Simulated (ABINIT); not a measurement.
# GaN: geometry relaxation (part 2 of 4)

The same run, continued: GaN (4 atoms in the cell); Kohn-Sham DFT of a periodic cell, PBE, PseudoDojo NC SR PBE v0.4.1 standard, no spin polarisation (ABINIT 10.8.3); cutoff 1142.88 eV, 8×8×4 k-mesh, fermi-dirac of 0.05 eV. The structure derives from an entry of the Crystallography Open Database.

Geometry of the input (Å; fractional positions):
```
3.1800  0.0000  0.0000
-1.5900  2.7540  0.0000
0.0000  0.0000  5.1660
Ga 0.3333  0.6667  0.0000
Ga 0.6667  0.3333  0.5000
N  0.3333  0.6667  0.3750
N  0.6667  0.3333  0.8750
```

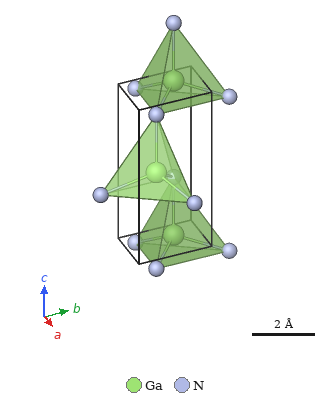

*The input geometry (polyhedral view of the cell of the calculation, seen slightly off an axis; polyhedra are completed across the faces of the cell).*

**Output, continued**
```
---OUTPUT-----------------------------------------------------------------------

 Cartesian coordinates (xcart) [bohr]
 -3.35647103393217E-11  3.49350658569479E+00 -2.69509034882468E-03
  3.02546545152749E+00  1.74675329284740E+00  4.92279212639856E+00
 -3.35647103393217E-11  3.49350658569479E+00  3.69681050290936E+00
  3.02546545152749E+00  1.74675329284740E+00  8.62229771965675E+00
 Reduced coordinates (xred)
  3.33333333333333E-01  6.66666666666667E-01 -2.73586168253668E-04
  6.66666666666667E-01  3.33333333333333E-01  4.99726413831746E-01
  3.33333333333333E-01  6.66666666666667E-01  3.75273586168254E-01
  6.66666666666667E-01  3.33333333333333E-01  8.75273586168254E-01
 Cartesian forces (fcart) [Ha/bohr]; max,rms= 1.45213E-03 8.38385E-04 (free atoms)
  1.77998742096361E-28 -1.74704956832462E-27 -1.45212501725048E-03
  1.77998742096361E-28  1.54151432499553E-27 -1.45212501725048E-03
  1.77998742096361E-28 -9.24908594994583E-28  1.45212501725048E-03
 -5.33996226289082E-28  1.13044383832367E-27  1.45212501725048E-03
 Gradient of E wrt nuclear positions in reduced coordinates (gred)
 -1.07705808926175E-27  9.69352280335579E-27  1.43048464191726E-02
 -1.07705808926175E-27 -7.53940662483228E-27  1.43048464191726E-02
 -1.07705808926175E-27  5.38529044630877E-27 -1.43048464191726E-02
  3.23117426778526E-27 -7.53940662483228E-27 -1.43048464191726E-02
 Scale of Primitive Cell (acell) [bohr]
  6.05093090308854E+00  6.05093090304720E+00  9.85097443349477E+00
 Real space primitive translations (rprimd) [bohr]
  6.05093090308854E+00  0.00000000000000E+00  0.00000000000000E+00
 -3.02546545159461E+00  5.24025987854218E+00  0.00000000000000E+00
  0.00000000000000E+00  0.00000000000000E+00  9.85097443349477E+00
 Unitary Cell Volume (ucvol) [Bohr^3]=  3.12359134603141E+02
 Angles (23,13,12)= [degrees]
  9.00000000000000E+01  9.00000000000000E+01  1.20000000000776E+02
 Lengths [Bohr]
  6.05093090308854E+00  6.05093090304720E+00  9.85097443349477E+00
 Stress tensor in cartesian coordinates (strten) [Ha/bohr^3]
 -9.36179521639526E-05  2.11116835071415E-13  0.00000000000000E+00
  2.11116835071415E-13 -9.36179515198358E-05  0.00000000000000E+00
  0.00000000000000E+00  0.00000000000000E+00 -1.21340527489536E-04
 Total energy (etotal) [Ha]= -1.73760734644053E+02

 Difference of energy with previous step (new-old):
           Absolute (Ha)=-1.29372E-03
           Relative     =-7.44542E-06

--- Iteration: ( 3/60) Internal Cycle: (1/1)
--------------------------------------------------------------------------------

---SELF-CONSISTENT-FIELD CONVERGENCE--------------------------------------------

--- !BeginCycle
iteration_state: {dtset: 1, itime: 3, icycle: 1, }
solver: {iscf: 7, nstep: 100, nline: 4, wfoptalg: 0, }
tolerances: {tolvrs: 1.00E-10, }
...

     iter   Etot(hartree)      deltaE(h)  residm     vres2
 ETOT  1  -173.75646342850    -1.738E+02 3.360E-05 4.492E+01
 ETOT  2  -173.76057392555    -4.110E-03 2.323E-05 1.622E+00
 ETOT  3  -173.76093104917    -3.571E-04 1.459E-05 5.861E-01
 ETOT  4  -173.76099771400    -6.666E-05 1.623E-05 1.103E-01
 ETOT  5  -173.76101704670    -1.933E-05 2.448E-06 7.016E-03
 ETOT  6  -173.76101805981    -1.013E-06 1.619E-06 3.194E-05
 ETOT  7  -173.76101806198    -2.176E-09 2.565E-07 1.351E-06
 ETOT  8  -173.76101806214    -1.600E-10 2.023E-07 5.581E-08
 ETOT  9  -173.76101806215    -7.560E-12 3.186E-08 5.301E-09
 ETOT 10  -173.76101806215     5.684E-14 2.848E-08 2.816E-10
 ETOT 11  -173.76101806215     1.023E-12 5.410E-09 3.774E-12

 At SCF step   11       vres2   =  3.77E-12 < tolvrs=  1.00E-10 =>converged.

 Cartesian components of stress tensor (hartree/bohr^3)
  sigma(1 1)= -4.92520408E-06  sigma(3 2)=  0.00000000E+00
  sigma(2 2)= -4.92520345E-06  sigma(3 1)=  0.00000000E+00
  sigma(3 3)= -5.36071865E-06  sigma(2 1)=  2.05273452E-13

--- !ResultsGS
iteration_state: {dtset: 1, itime: 3, icycle: 1, }
comment   : Summary of ground state results
lattice_vectors:
- [  6.0804768,   0.0000000,   0.0000000, ]
- [ -3.0402384,   5.2658473,   0.0000000, ]
- [  0.0000000,   0.0000000,   9.9131868, ]
lattice_lengths: [   6.08048,    6.08048,    9.91319, ]
lattice_angles: [ 90.000,  90.000, 120.000, ] # degrees, (23, 13, 12)
lattice_volume:   3.1740897E+02
convergence: {deltae:  1.023E-12, res2:  3.774E-12, residm:  5.410E-09, diffor: null, }
etotal    :  -1.73761018E+02
entropy   :   0.00000000E+00
fermie    :   2.18778307E-01
cartesian_stress_tensor: # hartree/bohr^3
- [ -4.92520408E-06,   2.05273452E-13,   0.00000000E+00, ]
- [  2.05273452E-13,  -4.92520345E-06,   0.00000000E+00, ]
- [  0.00000000E+00,   0.00000000E+00,  -5.36071865E-06, ]
pressure_GPa:   1.4918E-01
xred      :
- [  3.3333E-01,   6.6667E-01,  -5.3034E-04, Ga]
- [  6.6667E-01,   3.3333E-01,   4.9947E-01, Ga]
- [  3.3333E-01,   6.6667E-01,   3.7553E-01,  N]
- [  6.6667E-01,   3.3333E-01,   8.7553E-01,  N]
cartesian_forces: # hartree/bohr
- [ -0.00000000E+00,  -0.00000000E+00,  -6.03200761E-04, ]
- [ -0.00000000E+00,  -0.00000000E+00,  -6.03200761E-04, ]
- [ -0.00000000E+00,  -0.00000000E+00,   6.03200761E-04, ]
- [ -0.00000000E+00,  -0.00000000E+00,   6.03200761E-04, ]
force_length_stats: {min:   6.03200761E-04, max:   6.03200761E-04, mean:   6.03200761E-04, }
...

 Integrated electronic density in atomic spheres:
 ------------------------------------------------
 Atom  Sphere_radius  Integrated_density
    1        2.00000         10.87053788
    2        2.00000         10.87053788
    3        2.00000          5.21771321
    4        2.00000          5.21771321

---OUTPUT-----------------------------------------------------------------------

 Cartesian coordinates (xcart) [bohr]
 -3.37284334148528E-11  3.51056489710580E+00 -5.25739910508646E-03
  3.04023838255522E+00  1.75528244855290E+00  4.95133601057362E+00
 -3.37284334148528E-11  3.51056489710580E+00  3.72270245636412E+00
  3.04023838255522E+00  1.75528244855290E+00  8.67929586604283E+00
 Reduced coordinates (xred)
  3.33333333333333E-01  6.66666666666667E-01 -5.30343995416325E-04
  6.66666666666667E-01  3.33333333333333E-01  4.99469656004584E-01
  3.33333333333333E-01  6.66666666666667E-01  3.75530343995416E-01
  6.66666666666667E-01  3.33333333333333E-01  8.75530343995416E-01
 Cartesian forces (fcart) [Ha/bohr]; max,rms= 6.03201E-04 3.48258E-04 (free atoms)
 -0.00000000000000E+00 -0.00000000000000E+00 -6.03200760756308E-04
 -0.00000000000000E+00 -0.00000000000000E+00 -6.03200760756308E-04
 -0.00000000000000E+00 -0.00000000000000E+00  6.03200760756308E-04
 -0.00000000000000E+00 -0.00000000000000E+00  6.03200760756308E-04
 Gradient of E wrt nuclear positions in reduced coordinates (gred)
  0.00000000000000E+00  0.00000000000000E+00  5.97964183095580E-03
  0.00000000000000E+00  0.00000000000000E+00  5.97964183095580E-03
  0.00000000000000E+00 -0.00000000000000E+00 -5.97964183095580E-03
  0.00000000000000E+00 -0.00000000000000E+00 -5.97964183095580E-03
 Scale of Primitive Cell (acell) [bohr]
  6.08047676514417E+00  6.08047676510263E+00  9.91318681935742E+00
 Real space primitive translations (rprimd) [bohr]
  6.08047676514417E+00  0.00000000000000E+00  0.00000000000000E+00
 -3.04023838262268E+00  5.26584734565870E+00  0.00000000000000E+00
  0.00000000000000E+00  0.00000000000000E+00  9.91318681935742E+00
 Unitary Cell Volume (ucvol) [Bohr^3]=  3.17408965052279E+02
 Angles (23,13,12)= [degrees]
  9.00000000000000E+01  9.00000000000000E+01  1.20000000000776E+02
 Lengths [Bohr]
  6.08047676514417E+00  6.08047676510263E+00  9.91318681935742E+00
 Stress tensor in cartesian coordinates (strten) [Ha/bohr^3]
 -4.92520407766039E-06  2.05273452098112E-13  0.00000000000000E+00
  2.05273452098112E-13 -4.92520345137318E-06  0.00000000000000E+00
  0.00000000000000E+00  0.00000000000000E+00 -5.36071865353538E-06
 Total energy (etotal) [Ha]= -1.73761018062150E+02

 Difference of energy with previous step (new-old):
           Absolute (Ha)=-2.83418E-04
           Relative     =-1.63108E-06

--- Iteration: ( 4/60) Internal Cycle: (1/1)
--------------------------------------------------------------------------------

---SELF-CONSISTENT-FIELD CONVERGENCE--------------------------------------------

--- !BeginCycle
iteration_state: {dtset: 1, itime: 4, icycle: 1, }
solver: {iscf: 7, nstep: 100, nline: 4, wfoptalg: 0, }
tolerances: {tolvrs: 1.00E-10, }
...

     iter   Etot(hartree)      deltaE(h)  residm     vres2
 ETOT  1  -173.76100453218    -1.738E+02 1.407E-07 1.575E-01
 ETOT  2  -173.76101897611    -1.444E-05 1.266E-07 5.197E-03
 ETOT  3  -173.76102001300    -1.037E-06 4.633E-08 1.773E-03
 ETOT  4  -173.76102020260    -1.896E-07 6.695E-08 3.089E-04
 ETOT  5  -173.76102025766    -5.506E-08 7.659E-09 2.986E-05
 ETOT  6  -173.76102026223    -4.568E-09 5.877E-09 3.273E-07
 ETOT  7  -173.76102026226    -3.396E-11 8.785E-10 1.525E-08
 ETOT  8  -173.76102026226     6.253E-13 7.650E-10 1.538E-09
 ETOT  9  -173.76102026226     8.242E-13 1.173E-10 5.034E-11

 At SCF step    9       vres2   =  5.03E-11 < tolvrs=  1.00E-10 =>converged.

 Cartesian components of stress tensor (hartree/bohr^3)
  sigma(1 1)= -3.32888014E-07  sigma(3 2)=  0.00000000E+00
  sigma(2 2)= -3.32887389E-07  sigma(3 1)=  0.00000000E+00
  sigma(3 3)=  2.24384332E-06  sigma(2 1)=  2.04927519E-13

--- !ResultsGS
iteration_state: {dtset: 1, itime: 4, icycle: 1, }
comment   : Summary of ground state results
lattice_vectors:
- [  6.0823051,   0.0000000,   0.0000000, ]
- [ -3.0411525,   5.2674307,   0.0000000, ]
- [  0.0000000,   0.0000000,   9.9167062, ]
lattice_lengths: [   6.08231,    6.08231,    9.91671, ]
lattice_angles: [ 90.000,  90.000, 120.000, ] # degrees, (23, 13, 12)
lattice_volume:   3.1771263E+02
convergence: {deltae:  8.242E-13, res2:  5.034E-11, residm:  1.173E-10, diffor: null, }
etotal    :  -1.73761020E+02
entropy   :   0.00000000E+00
fermie    :   2.18286508E-01
cartesian_stress_tensor: # hartree/bohr^3
- [ -3.32888014E-07,   2.04927519E-13,   0.00000000E+00, ]
- [  2.04927519E-13,  -3.32887389E-07,   0.00000000E+00, ]
- [  0.00000000E+00,   0.00000000E+00,   2.24384332E-06, ]
pressure_GPa:  -1.5476E-02
xred      :
- [  3.3333E-01,   6.6667E-01,  -6.0435E-04, Ga]
- [  6.6667E-01,   3.3333E-01,   4.9940E-01, Ga]
- [  3.3333E-01,   6.6667E-01,   3.7560E-01,  N]
- [  6.6667E-01,   3.3333E-01,   8.7560E-01,  N]
cartesian_forces: # hartree/bohr
- [ -3.54161153E-28,  -1.84027533E-27,  -4.30624127E-04, ]
- [ -3.54161153E-28,   1.43132526E-27,  -4.30624127E-04, ]
- [  3.54161153E-28,  -6.13425111E-28,   4.30624127E-04, ]
- [  3.54161153E-28,   1.02237519E-27,   4.30624127E-04, ]
force_length_stats: {min:   4.30624127E-04, max:   4.30624127E-04, mean:   4.30624127E-04, }
...

 Integrated electronic density in atomic spheres:
 ------------------------------------------------
 Atom  Sphere_radius  Integrated_density
    1        2.00000         10.87129103
    2        2.00000         10.87129103
    3        2.00000          5.21812170
    4        2.00000          5.21812170

---OUTPUT-----------------------------------------------------------------------

 Cartesian coordinates (xcart) [bohr]
 -3.37387956317382E-11  3.51162047276197E+00 -5.99312283035683E-03
  3.04115253788909E+00  1.75581023638099E+00  4.95235996626465E+00
 -3.37387956317382E-11  3.51162047276197E+00  3.72475793965162E+00
  3.04115253788909E+00  1.75581023638099E+00  8.68311102874663E+00
 Reduced coordinates (xred)
  3.33333333333333E-01  6.66666666666667E-01 -6.04346112778616E-04
  6.66666666666667E-01  3.33333333333333E-01  4.99395653887221E-01
  3.33333333333333E-01  6.66666666666667E-01  3.75604346112779E-01
  6.66666666666667E-01  3.33333333333333E-01  8.75604346112779E-01
 Cartesian forces (fcart) [Ha/bohr]; max,rms= 4.30624E-04 2.48621E-04 (free atoms)
 -3.54161152996088E-28 -1.84027533319957E-27 -4.30624127085202E-04
 -3.54161152996088E-28  1.43132525914917E-27 -4.30624127085202E-04
  3.54161152996088E-28 -6.13425111061987E-28  4.30624127085202E-04
  3.54161152996088E-28  1.02237518511239E-27  4.30624127085202E-04
 Gradient of E wrt nuclear positions in reduced coordinates (gred)
  2.15411617852351E-27  8.61646471409404E-27  4.27037294154351E-03
  2.15411617852351E-27 -8.61646471409404E-27  4.27037294154351E-03
 -2.15411617852351E-27  4.30823235704702E-27 -4.27037294154351E-03
 -2.15411617852351E-27 -4.30823235704702E-27 -4.27037294154351E-03
 Scale of Primitive Cell (acell) [bohr]
  6.08230507581192E+00  6.08230507577037E+00  9.91670617819002E+00
 Real space primitive translations (rprimd) [bohr]
  6.08230507581192E+00  0.00000000000000E+00  0.00000000000000E+00
 -3.04115253795657E+00  5.26743070914296E+00  0.00000000000000E+00
  0.00000000000000E+00  0.00000000000000E+00  9.91670617819002E+00
 Unitary Cell Volume (ucvol) [Bohr^3]=  3.17712627883801E+02
 Angles (23,13,12)= [degrees]
  9.00000000000000E+01  9.00000000000000E+01  1.20000000000776E+02
 Lengths [Bohr]
  6.08230507581192E+00  6.08230507577037E+00  9.91670617819002E+00
 Stress tensor in cartesian coordinates (strten) [Ha/bohr^3]
 -3.32888013952759E-07  2.04927519035830E-13  0.00000000000000E+00
  2.04927519035830E-13 -3.32887388720254E-07  0.00000000000000E+00
  0.00000000000000E+00  0.00000000000000E+00  2.24384331861185E-06
 Total energy (etotal) [Ha]= -1.73761020262258E+02

 Difference of energy with previous step (new-old):
           Absolute (Ha)=-2.20011E-06
           Relative     =-1.26617E-08

--- Iteration: ( 5/60) Internal Cycle: (1/1)
--------------------------------------------------------------------------------

---SELF-CONSISTENT-FIELD CONVERGENCE--------------------------------------------

--- !BeginCycle
iteration_state: {dtset: 1, itime: 5, icycle: 1, }
solver: {iscf: 7, nstep: 100, nline: 4, wfoptalg: 0, }
tolerances: {tolvrs: 1.00E-10, }
...

     iter   Etot(hartree)      deltaE(h)  residm     vres2
 ETOT  1  -173.76101743121    -1.738E+02 7.188E-08 3.391E-02
 ETOT  2  -173.76102121283    -3.782E-06 1.782E-08 1.004E-03
 ETOT  3  -173.76102140678    -1.939E-07 1.728E-08 1.169E-04
 ETOT  4  -173.76102141833    -1.155E-08 3.442E-09 1.137E-05
 ETOT  5  -173.76102142022    -1.886E-09 1.217E-09 2.403E-06
 ETOT  6  -173.76102142057    -3.534E-10 6.827E-10 2.225E-07
 ETOT  7  -173.76102142061    -3.743E-11 2.203E-10 3.094E-09
 ETOT  8  -173.76102142061    -2.160E-12 1.268E-10 2.925E-10
 ETOT  9  -173.76102142061     6.537E-13 4.017E-11 5.912E-12

 At SCF step    9       vres2   =  5.91E-12 < tolvrs=  1.00E-10 =>converged.

 Cartesian components of stress tensor (hartree/bohr^3)
  sigma(1 1)=  7.36833479E-07  sigma(3 2)=  0.00000000E+00
  sigma(2 2)=  7.36834104E-07  sigma(3 1)=  0.00000000E+00
  sigma(3 3)=  5.05807827E-06  sigma(2 1)=  2.04825448E-13

--- !ResultsGS
iteration_state: {dtset: 1, itime: 5, icycle: 1, }
comment   : Summary of ground state results
lattice_vectors:
- [  6.0830789,   0.0000000,   0.0000000, ]
- [ -3.0415394,   5.2681008,   0.0000000, ]
- [  0.0000000,   0.0000000,   9.9170319, ]
lattice_lengths: [   6.08308,    6.08308,    9.91703, ]
lattice_angles: [ 90.000,  90.000, 120.000, ] # degrees, (23, 13, 12)
lattice_volume:   3.1780391E+02
convergence: {deltae:  6.537E-13, res2:  5.912E-12, residm:  4.017E-11, diffor: null, }
etotal    :  -1.73761021E+02
entropy   :   0.00000000E+00
fermie    :   2.18136124E-01
cartesian_stress_tensor: # hartree/bohr^3
- [  7.36833479E-07,   2.04825448E-13,   0.00000000E+00, ]
- [  2.04825448E-13,   7.36834104E-07,   0.00000000E+00, ]
- [  0.00000000E+00,   0.00000000E+00,   5.05807827E-06, ]
pressure_GPa:  -6.4057E-02
xred      :
- [  3.3333E-01,   6.6667E-01,  -6.9437E-04, Ga]
- [  6.6667E-01,   3.3333E-01,   4.9931E-01, Ga]
- [  3.3333E-01,   6.6667E-01,   3.7569E-01,  N]
- [  6.6667E-01,   3.3333E-01,   8.7569E-01,  N]
cartesian_forces: # hartree/bohr
- [ -1.77058051E-28,  -5.11122567E-28,  -2.47426386E-04, ]
- [ -8.85290255E-28,   7.15571594E-28,  -2.47426386E-04, ]
- [  5.31174153E-28,  -1.73781673E-27,   2.47426386E-04, ]
- [  5.31174153E-28,   1.53336770E-27,   2.47426386E-04, ]
force_length_stats: {min:   2.47426386E-04, max:   2.47426386E-04, mean:   2.47426386E-04, }
...

 Integrated electronic density in atomic spheres:
 ------------------------------------------------
 Atom  Sphere_radius  Integrated_density
    1        2.00000         10.87047465
    2        2.00000         10.87047465
    3        2.00000          5.21710040
    4        2.00000          5.21710040

---OUTPUT-----------------------------------------------------------------------
```
